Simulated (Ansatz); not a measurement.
# Ti2O: a changed input and its effect

System: Ti2O (P-3m1, 3 atoms in the cell).
Method of run A: DFT, r2SCAN, dispersion d4, plane waves, PAW, no spin polarisation (Ansatz 0.2.0).

The structure derives from an entry of the Crystallography Open Database. Text and figures count atoms from 1; the logs count them from 0 in places.

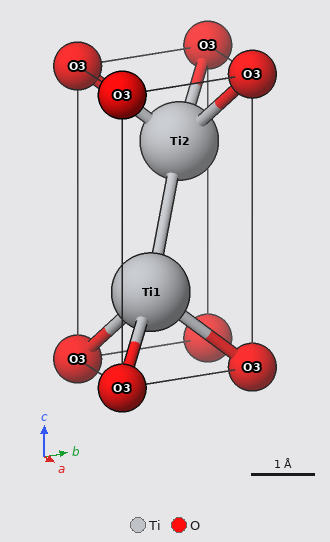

The structure as given in the input (ball-and-stick view of the cell of the calculation, seen slightly off an axis; atoms are numbered from 1 in the order of the input).

### Input, run A
```yaml
crystal:
  lattice:
    - [2.8882416436, 0.0, 0.0]
    - [-1.4441208218, 2.5012906356, 0.0]
    - [0.0, 0.0, 4.7253466108]
  atoms:
    - { symbol: Ti, position: [0.6666666667, 0.3333333333, 0.2704313568] }
    - { symbol: Ti, position: [0.3333333333, 0.6666666667, 0.7295686432] }
    - { symbol: O, position: [0.0, 0.0, 0.0] }
basis:
  ecutwfc: 500
kpoints:
  mp_grid: { grid: [18, 18, 10] }
hamiltonian:
  xc: r2scan
  dispersion: d4
scf:
  occupations: { method: gaussian, width: 0.1 }
  mixing: { algorithm: msr1, beta: 0.2, ndim: 16 }
output:
  forces: true
  eigenvalues: true
  stress: true
```

Launched with:
```bash
ansatz run input.yaml --threads 1 --pin off --max-ram 2560MiB --backend cpu --events-out ev --progress --plain --runs-dir out
```

Hardware: 1 thread of Intel Xeon @ 2.50GHz (Skylake/Cascade Lake), 192 GiB of memory available, shared host.

### Output, shortened to warnings, some set-up lines, iterations and results (run A)
```
Basis set: ecut = 500 eV, 869 PW (Γ), exchange–correlation on 96×96×144 points (64 copies of the dense FFT grid, shifted against one another)
Symmetry: 12 space group operations
k-points: 330 of 3240
Initial density: superposition of atomic densities (neutral atoms: chi_scale 0, normalization atom), corrected by the library's trained network
[...]
SCF iter   1: F=—  HF=-5580.730074 eV  |F-HF|=—  |Δ(HF+E_count)|=         —  Δρ=2.02e-2  dr2=1.34e-1  dr2_τ=1.17e-1  ethr=1.77e-3  ⟨swp⟩=4.3  Hψ=23813  notcnv=0
SCF iter   2: F=—  HF=-5580.880505 eV  |F-HF|=—  |Δ(HF+E_count)|=   1.50e-1  Δρ=1.63e-2  dr2=9.09e-2  dr2_τ=1.58e-3  ethr=4.48e-4  ⟨swp⟩=2.1  Hψ=11458  notcnv=0  defer=1
SCF iter   3: F=—  HF=-5580.872205 eV  |F-HF|=—  |Δ(HF+E_count)|=   8.30e-3  Δρ=1.20e-2  dr2=3.84e-2  dr2_τ=4.76e-3  ethr=3.03e-4  ⟨swp⟩=2.6  Hψ=10825  notcnv=0  defer=1
SCF iter   4: F=—  HF=-5580.864463 eV  |F-HF|=—  |Δ(HF+E_count)|=   7.74e-3  Δρ=1.83e-3  dr2=1.35e-3  dr2_τ=2.58e-4  ethr=1.28e-4  ⟨swp⟩=2.0  Hψ=11290  notcnv=0
SCF iter   5: F=—  HF=-5580.864353 eV  |F-HF|=—  |Δ(HF+E_count)|=   1.11e-4  Δρ=1.13e-3  dr2=2.75e-4  dr2_τ=3.93e-5  ethr=4.49e-6  ⟨swp⟩=2.0  Hψ=9753  notcnv=0
SCF iter   6: F=—  HF=-5580.864404 eV  |F-HF|=—  |Δ(HF+E_count)|=   5.15e-5  Δρ=4.13e-4  dr2=2.58e-5  dr2_τ=3.41e-6  ethr=9.17e-7  ⟨swp⟩=2.0  Hψ=8357  notcnv=0
SCF iter   7: F=—  HF=-5580.864427 eV  |F-HF|=—  |Δ(HF+E_count)|=   2.31e-5  Δρ=1.35e-4  dr2=3.93e-6  dr2_τ=3.27e-7  ethr=8.60e-8  ⟨swp⟩=2.0  Hψ=8574  notcnv=0
SCF iter   8: F=—  HF=-5580.864430 eV  |F-HF|=—  |Δ(HF+E_count)|=   2.22e-6  Δρ=5.21e-5  dr2=8.32e-7  dr2_τ=3.38e-8  ethr=1.31e-8  ⟨swp⟩=2.9  Hψ=10302  notcnv=0
SCF iter   9: F=-5580.864430 eV  HF=-5580.864430 eV  |F-HF|=2.03e-8  |Δ(HF+E_count)|=   3.15e-8  Δρ=1.19e-5  dr2=4.37e-8  dr2_τ=1.44e-9  ethr=3.33e-10  ⟨swp⟩=3.0  Hψ=22254  …
SCF 1 converged in 9 iterations: F = -5580.864430 eV  dr2 = 4.37e-8
SCF converged after 9 iterations
Free energy (F): -5580.864430 eV
Harris-Foulkes:  -5580.864430 eV  (|F-HF|=2.03e-8)
Internal energy: -5580.860264 eV  (E = F + TS)
E sigma→0 (E₀):  -5580.862347 eV
Entropy (-TS):   -0.004165 eV (-1.388 meV/atom)
Fermi energy:    16.596624 eV
--- Per-component energies (eV) ---
  E_band       = -257.490447
  E_kinetic    = 730.455481
  E_local      = -1660.879420  (includes V_loc(G=0)·N_el)
  E_nonlocal   = 61.474856
  E_hartree    = 680.339858
  E_xc         = -262.922273
  E_vxc        = -376.073533  (∫ρ·V_xc dr)
  E_paw        = -2274.175429  (= ΣΔE_a)
  E_vpaw       = -398.011388  (= ΣTr[D̂ρ^β])
  E_aug_tail   = 0.001185  (compensation charges beyond the density's cutoff)
  E_vtau       = 24.865162  (kinetic-family band-sum trace: ∫τ·v_τ [+ j·A + Jᵃ·Aᵃ] dr)
  E_ewald      = -2854.360190
  E_disp       = -0.255478  (pairwise vdW)
  E_core_change = -0.538855  (= ΣΔE_core)
  E_smearing   = -0.004165  (= −TS)
  E_closure    = -0.000000  (closes the sum)
  Σ components = -5580.864430   (vs F -5580.864430, Δ=0.00e0)
--- Forces (eV/Å), atoms counted from 1 ---
  atom   1  Ti    -0.00000000     0.00000000    -0.01228178
  atom   2  Ti    -0.00000000    -0.00000000     0.01228178
  atom   3  O     -0.00000000     0.00000000     0.00000000
  max |Σ_I F_I| component: 3.70e-17 eV/Å
--- Stress (GPa, compression-positive) ---
       12.814703       0.000000       0.000000
        0.000000      12.814703       0.000000
        0.000000       0.000000      12.596283
  P = ⅓ Tr σ = 12.7419 GPa (127.419 kbar)
```

For run B the input was changed thus:
```diff
-    - [2.8882416436, 0.0, 0.0]
-    - [-1.4441208218, 2.5012906356, 0.0]
-    - [0.0, 0.0, 4.7253466108]
+    - [2.982097849, 0.0, 0.0]
+    - [-1.4910489245, 2.5825724938, 0.0]
+    - [0.0, 0.0, 4.8569799788]
-    - { symbol: Ti, position: [0.6666666667, 0.3333333333, 0.2704313568] }
-    - { symbol: Ti, position: [0.3333333333, 0.6666666667, 0.7295686432] }
+    - { symbol: Ti, position: [0.6666666667, 0.3333333333, 0.2681434445] }
+    - { symbol: Ti, position: [0.3333333333, 0.6666666667, 0.7318565555] }
-  dispersion: d4
-  mixing: { algorithm: msr1, beta: 0.2, ndim: 16 }
+  mixing: { preconditioner: resta }
+  n_extra_bands: 32
```

What does this change do to the results?

The total energies belong to different models, so their difference says nothing on which is more stable or more accurate. The pressure goes from 12.74 to −5.49 GPa. The volume per atom goes from 11.38 to 12.47 Å³. The SCF takes 8 iterations against 9. The plane waves at Γ go from 869 to 977. On the same kind of shared host run B took about 1.8 times as long.

### Output, shortened to warnings, some set-up lines, iterations and results (run B)
```
Basis set: ecut = 500 eV, 977 PW (Γ), exchange–correlation on 96×96×144 points (64 copies of the dense FFT grid, shifted against one another)
Symmetry: 12 space group operations
k-points: 330 of 3240
Initial density: superposition of atomic densities (neutral atoms: chi_scale 0, normalization atom), corrected by the library's trained network
[...]
SCF iter   1: F=—  HF=-5580.577497 eV  |F-HF|=—  |Δ(HF+E_count)|=         —  Δρ=1.94e-2  dr2=1.40e-1  dr2_τ=9.58e-2  ethr=1.77e-3  ⟨swp⟩=5.0  Hψ=66348  notcnv=0  defer=4255
SCF iter   2: F=—  HF=-5580.684742 eV  |F-HF|=—  |Δ(HF+E_count)|=   1.07e-1  Δρ=1.20e-2  dr2=3.75e-2  dr2_τ=7.95e-3  ethr=4.66e-4  ⟨swp⟩=2.0  Hψ=23270  notcnv=0  defer=7750
SCF iter   3: F=—  HF=-5580.678463 eV  |F-HF|=—  |Δ(HF+E_count)|=   6.28e-3  Δρ=4.49e-3  dr2=5.90e-3  dr2_τ=5.89e-4  ethr=1.25e-4  ⟨swp⟩=2.0  Hψ=12728  notcnv=0  defer=7750
SCF iter   4: F=—  HF=-5580.678815 eV  |F-HF|=—  |Δ(HF+E_count)|=   3.52e-4  Δρ=2.38e-3  dr2=1.09e-3  dr2_τ=2.14e-4  ethr=1.97e-5  ⟨swp⟩=1.8  Hψ=11433  notcnv=0  defer=7749
SCF iter   5: F=—  HF=-5580.679132 eV  |F-HF|=—  |Δ(HF+E_count)|=   3.18e-4  Δρ=7.01e-4  dr2=1.16e-4  dr2_τ=1.17e-5  ethr=3.65e-6  ⟨swp⟩=1.3  Hψ=16337  notcnv=0  defer=7745
SCF iter   6: F=—  HF=-5580.679130 eV  |F-HF|=—  |Δ(HF+E_count)|=   2.18e-6  Δρ=1.08e-4  dr2=3.10e-6  dr2_τ=4.73e-7  ethr=3.87e-7  ⟨swp⟩=2.0  Hψ=8989  notcnv=0  defer=7745
SCF iter   7: F=—  HF=-5580.679133 eV  |F-HF|=—  |Δ(HF+E_count)|=   3.47e-6  Δρ=5.11e-5  dr2=6.58e-7  dr2_τ=4.93e-8  ethr=1.03e-8  ⟨swp⟩=2.2  Hψ=10093  notcnv=0  defer=7745
SCF iter   8: F=-5580.679134 eV  HF=-5580.679134 eV  |F-HF|=2.36e-8  |Δ(HF+E_count)|=   1.74e-7  Δρ=8.41e-6  dr2=3.17e-8  dr2_τ=1.95e-9  ethr=3.33e-10  ⟨swp⟩=9.0  Hψ=87075  …
SCF 1 converged in 8 iterations: F = -5580.679134 eV  dr2 = 3.17e-8
SCF converged after 8 iterations
Free energy (F): -5580.679134 eV
Harris-Foulkes:  -5580.679134 eV  (|F-HF|=2.36e-8)
Internal energy: -5580.674114 eV  (E = F + TS)
E sigma→0 (E₀):  -5580.676624 eV
Entropy (-TS):   -0.005019 eV (-1.673 meV/atom)
Fermi energy:    14.973070 eV
--- Per-component energies (eV) ---
  E_band       = -305.504201
  E_kinetic    = 722.780764
  E_local      = -1786.450824  (includes V_loc(G=0)·N_el)
  E_nonlocal   = 61.191550
  E_hartree    = 720.707784
  E_xc         = -260.744446
  E_vxc        = -372.980140  (∫ρ·V_xc dr)
  E_paw        = -2273.000435  (= ΣΔE_a)
  E_vpaw       = -396.269569  (= ΣTr[D̂ρ^β])
  E_aug_tail   = 0.001275  (compensation charges beyond the density's cutoff)
  E_vtau       = 24.805744  (kinetic-family band-sum trace: ∫τ·v_τ [+ j·A + Jᵃ·Aᵃ] dr)
  E_ewald      = -2764.620927
  E_core_change = -0.538855  (= ΣΔE_core)
  E_smearing   = -0.005019  (= −TS)
  E_closure    = -0.000000  (closes the sum)
  Σ components = -5580.679134   (vs F -5580.679134, Δ=0.00e0)
--- Forces (eV/Å), atoms counted from 1 ---
  atom   1  Ti     0.00000000     0.00000000     0.00061687
  atom   2  Ti     0.00000000    -0.00000000    -0.00061687
  atom   3  O     -0.00000000     0.00000000     0.00000000
  max |Σ_I F_I| component: 9.25e-18 eV/Å
--- Stress (GPa, compression-positive) ---
       -5.492898      -0.000000       0.000000
        0.000000      -5.492898       0.000000
        0.000000       0.000000      -5.495859
  P = ⅓ Tr σ = -5.4939 GPa (-54.939 kbar)
```

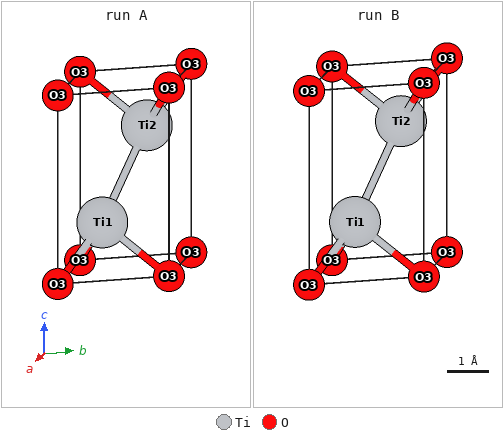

The two input geometries at one scale (ball-and-stick view of the cell of the calculation, seen slightly off an axis). The largest moves relative to the cell, 0.011 Å, are those of Ti1 and Ti2. O stays in place. (The mean shift of all atoms is removed.) Cell: a = b 2.888 → 2.982 Å (+3.2 %), c 4.725 → 4.857 Å (+2.8 %). Volume +9.6 %. Among the contacts that change: Ti1–Ti2 2.736 → 2.835 Å, Ti1–Ti1 2.888 → 2.982 Å, Ti1–O3 2.101 → 2.159 Å.

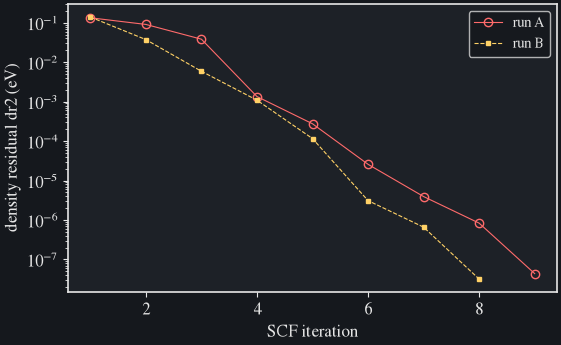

Convergence of the two runs: density residual dr2 against the SCF iteration. Run A takes 9 iterations in all, and run B takes 8.

### The two runs side by side

| quantity | run A | run B |
| --- | --- | --- |
| outcome | converged | converged |
| free energy per atom (eV) | −1860.2881 | −1860.2264 |
| energy per atom, smearing taken to zero (eV) | −1860.2874 | −1860.2255 |
| gap on the mesh (eV) | 0.00 | 0.00 |
| pressure (GPa) | 12.74 | −5.49 |
| volume per atom (Å³) | 11.38 | 12.47 |
| largest force (eV/Å) | 0.012 | 0.001 |
| SCF iterations | 9 | 8 |
| irreducible k-points | 330 | 330 |
| plane waves at Γ | 869 | 977 |
| wall time (shared host) | 29 s | 51 s |

For run A: The cell is under a pressure of 12.7 GPa at this level, so it is not at its equilibrium volume. For run B: The cell is under a tension of 5.5 GPa at this level, so it is not at its equilibrium volume.
